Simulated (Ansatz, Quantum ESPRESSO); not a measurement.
## SiC (zinc blende): bulk modulus from a few volumes

How stiff is zinc blende SiC under hydrostatic load? Each row scales the relaxed cell evenly and relaxes the atoms. The phase is followed to these pressures whether or not it stays the stable one.

Calculated with Ansatz 0.2.0, PBEsol, PAW files of the set soft_1, cutoff 600 eV, Fermi–Dirac smearing 0.02 eV, k-mesh 11×11×11, no spin polarisation, no spin-orbit coupling.

Reference cell, relaxed at zero pressure with PBEsol (F-43m): a = 3.0807 Å, b = 3.0807 Å, c = 3.0807 Å, α = 60.00°, β = 60.00°, γ = 60.00°.

```csv
atom,x,y,z
Si,0.0000,0.0000,0.0000
C,0.7500,0.7500,0.7500
```

| V (Å³/atom) | V/V0 | P (GPa) | E − E0 (meV/atom) |
| --- | --- | --- | --- |
| 9.7170 | 0.9400 | 15.484 | 28.5 |
| 9.9237 | 0.9600 | 9.811 | 12.3 |
| 10.1304 | 0.9800 | 4.667 | 3.0 |
| 10.7507 | 1.0400 | −8.062 | 10.7 |
| 10.9574 | 1.0600 | −11.537 | 23.4 |

V0 = 10.3372 Å³ an atom, where the residual pressure P0 is +0.003 GPa. **Question.** Fit the Birch–Murnaghan law and give the pressure and the energy at V = 10.5439 Å³ an atom, a row left out above.

With the Eulerian strain f = ½[(V0/V)^(2/3) − 1] and F = (P − P0)/[3f(1 + 2f)^(5/2)], the third-order law is the line F = B0 + (3/2) B0 (B′ − 4) f.

```
       f  F (GPa)
 0.02106   221.07
 0.01379   221.41
 0.00678   221.65
−0.01290   222.40
−0.01905   222.52
```

A straight line through the 5 rows: the means are 0.001936 for f and 221.81 for F, Σ(Δx)² = 0.00119 and ΣΔxΔy = −0.04332, so the slope is −0.04332/0.00119 = −36.398 and the intercept 221.81 − (−36.398)(0.001936) = 221.88.

Hence B0 = 221.9 GPa and B′ = 4 + (−36.4)/(1.5 × 221.9) = 3.89. For the withheld volume f = −0.00656, F = 222.12 GPa and P = −4.22 GPa. The run itself gives −4.23 GPa, so the estimate misses by 0.01 GPa, a rounding's worth.

Integrating the same law gives E − E0 = (9/2) B0 V0 f²[1 + (B′ − 4) f] + P0(V0 − V), with 1 GPa Å³ = 6.2415 meV: 2.8 meV an atom. The run itself gives 2.8 meV, so the estimate misses by 0.0 meV, a rounding's worth.

The same fit over all rows at other levels or in other programs gives B0 = 222 GPa with PBEsol (Quantum ESPRESSO, GBRV), 221 GPa with PBEsol (Quantum ESPRESSO, PseudoDojo) and 227 GPa with r2SCAN (Ansatz).

Measured bulk modulus: 228 GPa (arxiv:1808.08201), against 222 GPa here (−3 %).

The calculation is for a static lattice, while measurements hold thermal and zero-point motion.

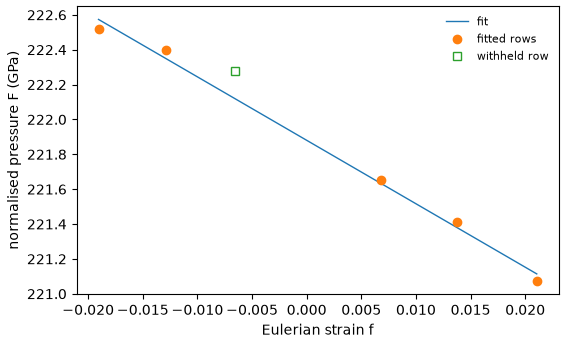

The fitted law, the rows behind it and the withheld row.

[Logs are printed without paths, hosts, clocks, repeated set-up lines and the standing remarks that a program may print on its own settings, such as how far it seeks lower states.]
